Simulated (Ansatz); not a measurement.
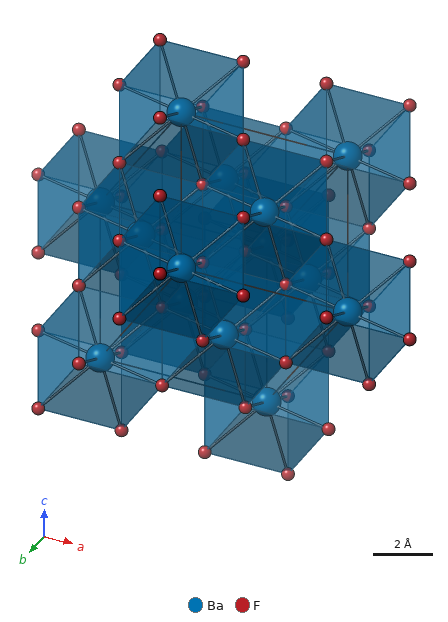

Figure 1. The input geometry (polyhedral view of the cell 4 times as large as that of the calculation, set on its symmetry axes, seen at an oblique angle; polyhedra are completed across the faces of the cell). An atom can appear more than once, as a periodic image.

BaF2: band-structure calculation

- system: BaF2 (Fm-3m, 3 atoms in the cell)
- method: DFT, PBE, plane waves, PAW, no spin polarisation (Ansatz 0.2.0)

The structure was built on a prototype by a generator. The geometry comes from this level: r2SCAN (a point of a series of strains). It belongs to a series of runs on one base structure; here: hydrostatic strain +2.0%.

## Input file
```yaml
crystal:
  lattice:
    - [0.0, 3.1591070472, 3.1591070472]
    - [3.1591070472, 0.0, 3.1591070472]
    - [3.1591070472, 3.1591070472, 0.0]
  atoms:
    - { symbol: Ba, position: [0.0, 0.0, 0.0] }
    - { symbol: F, position: [0.25, 0.25, 0.25] }
    - { symbol: F, position: [0.75, 0.75, 0.75] }
kpoints:
  mp_grid: { grid: [8, 8, 8] }
  band_path:
    path:
      - [0.0, 0.0, 0.0]
      - [0.5, 0.0, 0.5]
      - [0.625, 0.25, 0.625]
      - [0.375, 0.375, 0.75]
      - [0.5, 0.5, 0.5]
      - [0.5, 0.25, 0.75]
      - [0.0, 0.229167, -0.229167]
    npoints: 1
hamiltonian:
  xc: pbe
scf:
  occupations: { method: fermi_dirac, width: 0.02 }
  n_extra_bands: 4
output:
  forces: true
  stress: true
  eigenvalues: true
  write_density: true
  write_potential: true
  elf: true
  volumetric_format: npy
```

Hardware: 2 threads of AMD EPYC (Zen 3), 144 GiB of memory available, shared host.

Launched with:
```bash
ansatz run input.yaml --threads 2 --pin off --max-ram 20275MiB --backend cpu --events-out ev --progress --plain --runs-dir out
```

## Log
```
scf.n_extra_bands = 4 over 12 filled bands (N_el = 24.0): the run solves 16 bands
Engine: ansatz 0.2.0, x86_64-unknown-linux-gnu
Pseudopotentials: kind: paw
Pseudopotential: Ba, paw, valence charge 10, recommended cutoff 420 eV (normal), Ba.paw.azcp
Pseudopotential: F, paw, valence charge 7, recommended cutoff 420 eV (normal), F.paw.azcp
Functional definition: PBE
  parameter kappa = 0.804
  parameter beta = 0.06672455060314922
  exchange = pbe_x(kappa = kappa, mu = beta*pi^2/3)
  correlation = pbe_c(beta = beta)
Crystal: 3 atoms, lattice volume = 63.056 Å³
Basis set: ecut = 420 eV, 1243 PW (Γ), exchange–correlation on 60×60×60 points (8 copies of the dense FFT grid, shifted against one another)
Bands: 16, of which v1, the nominal top of the filled ones, is band 12 counted from 1 (11 counted from 0)
Symmetry: 48 space group operations
Space group: Fm-3m (ITA 225), of the structure as read, at distance tolerance 4.0e-5 Å
k-points: 29 of 512
Non-local potential: Ba, projectors of the file, l = 0: 3, l = 1: 2, l = 2: 2, l = 3: 2
Non-local potential: F, projectors of the file, l = 0: 2, l = 1: 2, l = 2: 1
PAW form: soft (Blöchl's): semilocal exchange-correlation on the pseudo side does not see the compensation charge
PAW one-centre angular grid: Ba, 194 points (default); XC on 64 Gauss nodes
PAW one-centre angular grid: F, 110 points (default); XC on 64 Gauss nodes
Initial density: superposition of atomic densities (neutral atoms: chi_scale 0, normalization atom), corrected by the library's trained network
Initial wavefunctions: pseudopotential atomic-orbital guess
Functional: x = pbe(κ = 0.804, μ = 0.2195149727645171), c = pbe(β = 0.06672455060314922)
SCF iter   1: F=—  HF=-7572.397185 eV  |F-HF|=—  |Δ(HF+E_count)|=         —  Δρ=8.71e-4  dr2=5.16e-4  ethr=1.77e-3  ⟨swp⟩=8.3  Hψ=3288  notcnv=0
preconditioner: auto → none  [insulator: Δε(μ)=6.572 eV  Ē_g=16.487 eV  σ=0.020 eV  W_gap=1.00  n_scr=14 (ndim 8)  ℏωp=22.9 eV  f_vac=0.142  D(μ)=0.00/eV (n_scr^D=0)  ε∞_Penn≈2.9]
SCF iter   2: F=—  HF=-7572.397796 eV  |F-HF|=—  |Δ(HF+E_count)|=   6.11e-4  Δρ=1.25e-3  dr2=6.46e-4  ethr=2.15e-6  ⟨swp⟩=2.1  Hψ=1160  notcnv=0
SCF iter   3: F=—  HF=-7572.397703 eV  |F-HF|=—  |Δ(HF+E_count)|=   9.31e-5  Δρ=2.63e-4  dr2=3.38e-5  ethr=2.15e-6  ⟨swp⟩=2.0  Hψ=677  notcnv=0
SCF iter   4: F=—  HF=-7572.397903 eV  |F-HF|=—  |Δ(HF+E_count)|=   2.00e-4  Δρ=1.78e-4  dr2=1.82e-5  ethr=1.41e-7  ⟨swp⟩=2.1  Hψ=865  notcnv=0
SCF iter   5: F=—  HF=-7572.397899 eV  |F-HF|=—  |Δ(HF+E_count)|=   3.58e-6  Δρ=7.48e-5  dr2=3.05e-6  ethr=7.57e-8  ⟨swp⟩=2.7  Hψ=644  notcnv=0
SCF iter   6: F=—  HF=-7572.397899 eV  |F-HF|=—  |Δ(HF+E_count)|=   6.30e-7  Δρ=3.03e-5  dr2=5.30e-7  ethr=1.27e-8  ⟨swp⟩=2.4  Hψ=589  notcnv=0
SCF iter   7: F=-7572.397898 eV  HF=-7572.397899 eV  |F-HF|=1.71e-8  |Δ(HF+E_count)|=   1.41e-7  Δρ=5.75e-6  dr2=1.92e-8  ethr=4.17e-10  ⟨swp⟩=6.6  Hψ=3096  notcnv=0
SCF 1 converged in 7 iterations: F = -7572.397898 eV  dr2 = 1.92e-8
  greatest PAW one-centre occupation: 0.955 electrons in one spin orbital (limit 2), on the Ba atom at site 0 (counted from 0), in its partial waves of l = 0
```

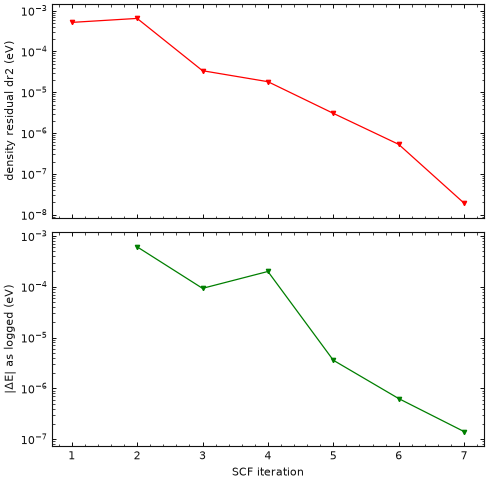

Figure 2. Convergence of the self-consistent field: density residual dr2 and size of the energy change against the SCF iteration. The residual falls almost steadily, with no more than small rises.

```
NSCF: frozen V_eff on 7 k-points
SCF converged after 7 iterations
Free energy (F): -7572.397898 eV
Harris-Foulkes:  -7572.397899 eV  (|F-HF|=1.71e-8)
Internal energy: -7572.397898 eV  (E = F + TS)
E sigma→0 (E₀):  -7572.397898 eV
Fermi energy:    5.954497 eV
--- Per-component energies (eV) ---
  E_band       = -114.295658
  E_kinetic    = 582.007270
  E_local      = -1589.638295  (includes V_loc(G=0)·N_el)
  E_nonlocal   = 203.278951
  E_hartree    = 599.939661
  E_xc         = -329.581648
  E_vxc        = -342.480206  (∫ρ·V_xc dr)
  E_paw        = -5626.366846  (= ΣΔE_a)
  E_vpaw       = -167.341187  (= ΣTr[D̂ρ^β])
  E_aug_tail   = 0.004137  (compensation charges beyond the density's cutoff)
  E_ewald      = -1412.041129
  E_smearing   = -0.000000  (= −TS)
  E_closure    = -0.000000  (closes the sum)
  Σ components = -7572.397898   (vs F -7572.397898, Δ=0.00e0)
--- Forces (eV/Å), atoms counted from 1 ---
  atom   1  Ba    -0.00000000     0.00000000     0.00000000
  atom   2  F      0.00000000     0.00000000    -0.00000000
  atom   3  F      0.00000000    -0.00000000     0.00000000
  max |Σ_I F_I| component: 1.39e-17 eV/Å
--- Stress (GPa, compression-positive) ---
       -1.704932      -0.000000       0.000000
        0.000000      -1.704932      -0.000000
       -0.000000      -0.000000      -1.704932
  P = ⅓ Tr σ = -1.7049 GPa (-17.049 kbar)
--- Band table (eV; the first three rows and the last of 29) ---
  k-point 0: bands = ["-20.5253", "-16.2202", "-16.2198", "-5.4302", "-5.4302", "-5.4302", "1.3142", "1.3142", "1.3142", "2.5604", "2.5604", "2.5604", "9.2046", "11.6752", "11.6752", "13.6333"]
  k-point 1: bands = ["-20.5038", "-16.2479", "-16.2311", "-5.4534", "-5.4494", "-5.4494", "1.3721", "1.3721", "1.4524", "2.4629", "2.5401", "2.5401", "9.5403", "11.6565", "11.6565", "13.4417"]
  k-point 2: bands = ["-20.4506", "-16.3168", "-16.2577", "-5.5051", "-5.4948", "-5.4948", "1.5086", "1.5086", "1.7893", "2.2612", "2.4960", "2.4960", "10.3203", "11.6331", "11.6331", "13.0235"]
  k-point 28: bands = ["-20.3188", "-16.4026", "-16.4026", "-5.7549", "-5.5276", "-5.5276", "1.5237", "2.0269", "2.3013", "2.3013", "2.3914", "2.4737", "10.0886", "12.1956", "12.2272", "12.2272"]
```

## File bands.tsv
```
# k_distance	band_0	band_1	band_2	band_3	band_4	band_5	band_6	band_7	band_8	band_9	band_10	band_11	band_12	band_13	band_14	band_15
# fermi_ev = 5.954497
# lock_threshold_ev = 1e-6
# [0, 0, 0] at k_distance = 0.000000
# [0.5, 0, 0.5] at k_distance = 0.994456
# [0.625, 0.25, 0.625] at k_distance = 1.346049
# [0.375, 0.375, 0.75] at k_distance = 1.955027
# [0.5, 0.5, 0.5] at k_distance = 2.564004
# [0.5, 0.25, 0.75] at k_distance = 3.267190
# [0, 0.229167, -0.229167] at k_distance = 4.866629
# levels_relative_to = fermi_ev
# free_energy_ev = -7572.397898
# largest_residual_norms_ev = 1.561e-3 1.762e-3 2.132e-3 3.576e-4 4.155e-4 4.998e-4 1.491e-3 1.769e-3 1.670e-3 1.474e-3 1.423e-3 1.707e-3 1.068e-3 9.526e-4 2.431e-3 2.534e-3
0.000000	-26.479785	-22.174707	-22.174302	-11.384669	-11.384669	-11.384669	-4.640340	-4.640340	-4.640340	-3.394076	-3.394076	-3.394076	3.250069	5.720734	5.720734	7.678806
0.994456	-26.273368	-22.436265	-22.275500	-11.697930	-11.697930	-11.269537	-4.690680	-3.679801	-3.679801	-3.608558	-3.608558	-3.433242	3.870097	5.463811	7.077583	8.248804
1.346049	-26.277914	-22.391532	-22.314297	-11.646236	-11.638563	-11.376606	-4.481752	-3.852040	-3.770269	-3.683187	-3.493027	-3.462695	4.125640	5.797068	6.359489	7.008010
1.955027	-26.277914	-22.391532	-22.314297	-11.646236	-11.638563	-11.376606	-4.481752	-3.852040	-3.770269	-3.683187	-3.493027	-3.462695	4.125640	5.797068	6.359489	7.008010
2.564004	-26.326307	-22.373910	-22.248743	-11.523201	-11.511300	-11.511300	-4.268372	-4.268372	-3.916349	-3.677187	-3.500638	-3.500638	5.508761	5.689326	5.689326	6.028629
3.267190	-26.273278	-22.357100	-22.357100	-11.709435	-11.482056	-11.482056	-4.430831	-3.927629	-3.653245	-3.653245	-3.563058	-3.480822	4.134097	6.241103	6.272672	6.272672
4.866629	-26.341763	-22.320565	-22.275004	-11.514068	-11.509564	-11.492782	-4.218868	-4.211451	-4.016708	-3.842035	-3.615095	-3.324499	4.749718	5.619844	5.908131	6.650679
```

## File rho_z.tsv
```
# z_ang	rho[e/angstrom^3]
# format = ansatz-planar-average/11
# lattice	0.000000000	3.159107047	3.159107047
# lattice	3.159107047	0.000000000	3.159107047
# lattice	3.159107047	3.159107047	0.000000000
# sites	3
# site	56	0.000000000	0.000000000	0.000000000
# site	9	1.579553524	1.579553524	1.579553524
# site	9	4.738660571	4.738660571	4.738660571
0.000000	3.432394e-1
0.148922	3.505307e-1
0.297843	3.726079e-1
0.446765	4.124155e-1
0.595687	4.744265e-1
0.744609	5.519759e-1
0.893530	6.190524e-1
1.042452	6.423751e-1
1.191374	6.017321e-1
1.340296	5.019638e-1
1.489217	3.717501e-1
1.638139	2.494293e-1
1.787061	1.610952e-1
1.935983	1.089102e-1
2.084904	8.234380e-2
2.233826	7.405429e-2
2.382748	8.234380e-2
2.531669	1.089102e-1
2.680591	1.610952e-1
2.829513	2.494293e-1
2.978435	3.717501e-1
3.127356	5.019638e-1
3.276278	6.017321e-1
3.425200	6.423751e-1
3.574122	6.190524e-1
3.723043	5.519759e-1
3.871965	4.744265e-1
4.020887	4.124155e-1
4.169809	3.726079e-1
4.318730	3.505307e-1
```

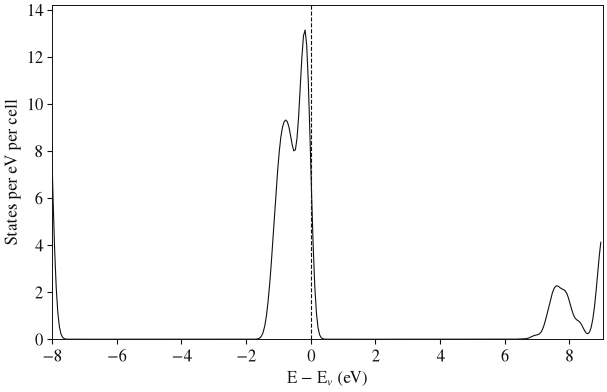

Figure 3. Density of states (the curve is built from the levels of the k mesh with Gaussians 0.3 eV wide, which also blur the band edges), with energies from the valence-band top. There is a gap of 6.58 eV on the k-point mesh. Small ripples come from the finite k-point mesh.

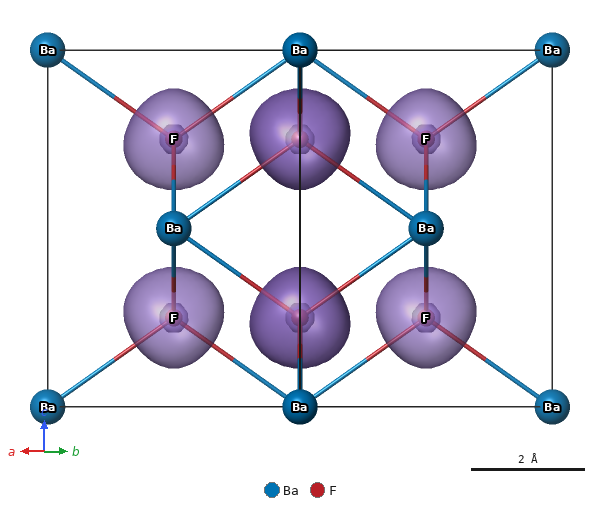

Figure 4. Isosurface of the electron localisation function at 0.65 (purple), seen along [110]. Core shells and regions of very low density are left out. Sticks mark near contacts. The outline is the cell set on symmetry axes. Along the contacts the grid gives the following. Ba–F (2.74 Å): the ELF is about 0.15 at the midpoint, which marks two separate closed shells. In a PAW calculation such maps are meaningful between the atoms, not at the nuclei.

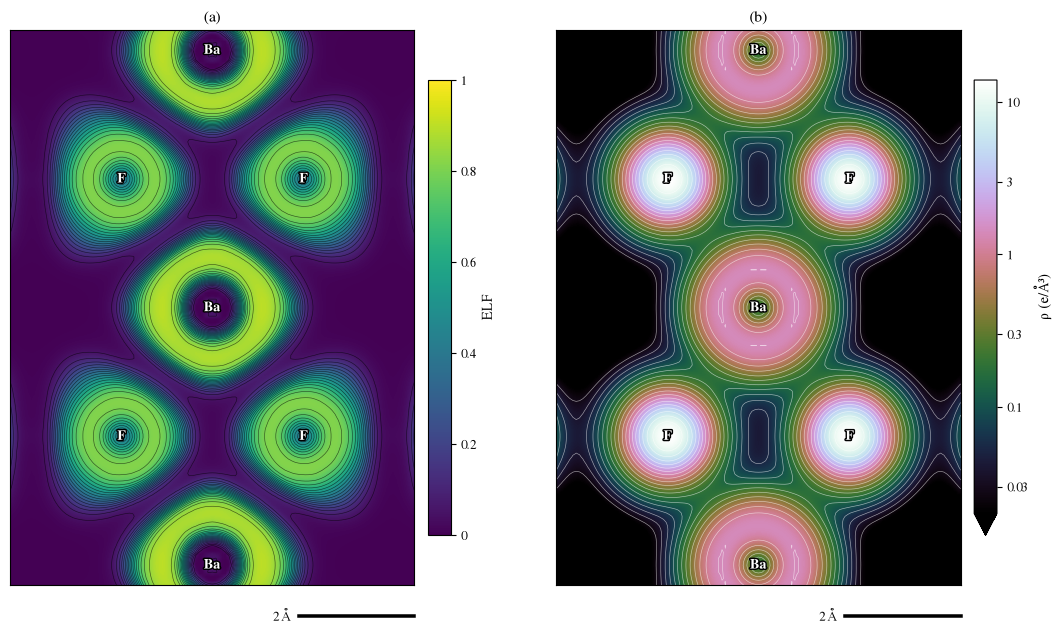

Figure 5. (a) ELF; (b) valence charge density (pseudo) on the (011) plane of the conventional cell. The section cuts through Ba and F sites. Ba–F (2.74 Å): ρ at the midpoint is about 0.21 e/Å³, with its minimum of 0.18 e/Å³ about 1.5 Å from Ba; the ELF is about 0.15 at the midpoint, as expected for two separate closed shells. Away from the nuclei the density in this plane falls to 0.002 e/Å³ at its lowest. The strong features right at Ba lie inside the PAW spheres (semicore, d or f shells) and say nothing about bonding.

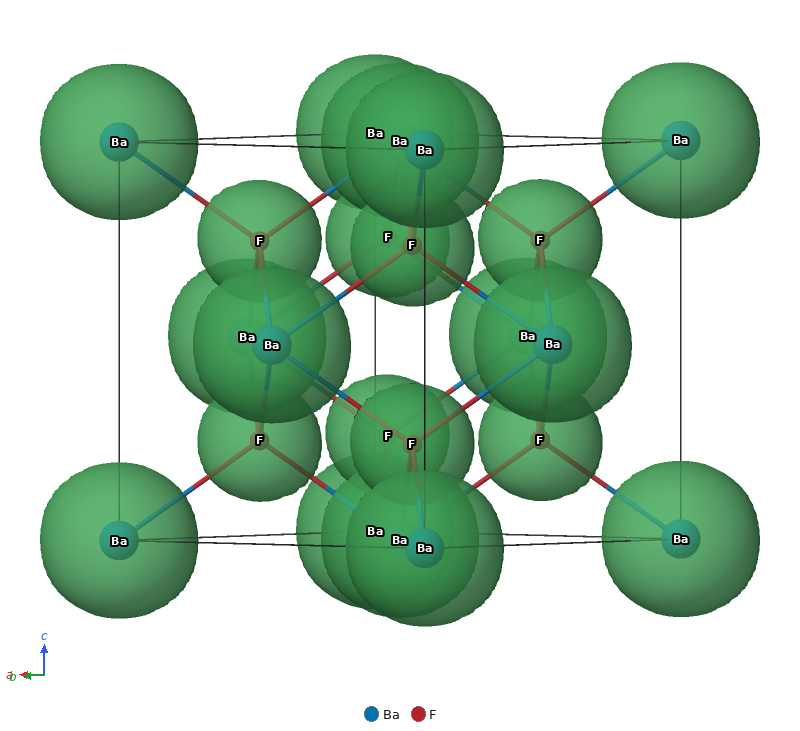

Figure 6. Isosurface of the valence charge density (pseudo) at 0.3 e/Å³ (green), seen at an oblique angle. Sticks mark near contacts. The outline is the cell set on symmetry axes. At this value the density breaks into separate islands; it holds about 85 % of the electrons treated as valence (semicore included). It is pinched off along the Ba–F (2.74 Å) contacts. On the grid the lowest density along these lines, outside the cores, is 0.18 e/Å³ (Ba–F, 2.74 Å).

## Results in brief

```json
{"quantity": "outcome", "value": "converged"}
{"quantity": "space group (tolerance 0.01 Å)", "value": "Fm-3m (225)"}
{"quantity": "electrons treated", "value": "24"}
{"quantity": "free energy", "value": "−7572.3979 eV"}
{"quantity": "Fermi energy", "value": "5.954 eV"}
{"quantity": "gap on the k-point mesh", "value": "6.58 eV"}
{"quantity": "pressure", "value": "−1.70 GPa"}
{"quantity": "largest force (length of the vector)", "value": "under 0.001 eV/Å"}
{"quantity": "wall time", "value": "0.99 s (CPU time 1.8 s)"}
{"quantity": "peak memory", "value": "0.36 GiB"}
```
